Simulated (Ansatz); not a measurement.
ZnGa2O4, space group Fd-3m:1 (No. 227), a = 8.448 Å, b = 8.448 Å, c = 8.448 Å, α = 90.00°, β = 90.00°, γ = 90.00°

```json
{"site": "Zn", "Wyckoff": "8a", "x": "0.5000", "y": "0.0000", "z": "0.5000"}
{"site": "Ga", "Wyckoff": "16d", "x": "0.3750", "y": "0.8750", "z": "0.1250"}
{"site": "O", "Wyckoff": "32e", "x": "0.1134", "y": "0.3866", "z": "0.1134"}
```

Origin: coordinates from a relaxation with Ansatz 0.2.0, DFT, PBE, plane waves, PAW.

Q: Describe the coordination of Zn.

A: ZnO4: an essentially ideal tetrahedron (coordination number 4, S = 0.00; next best see-saw, S = 9.8). Bonds: 4 × Zn–O 2.00 Å. The next neighbour, not counted, lies at 3.50 Å.

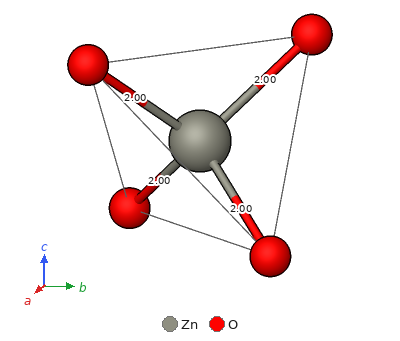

The polyhedron about Zn. Shape measures S are computed against regular polyhedra or, for capped shapes, the nearer of the equal-edge and equal-bond forms.
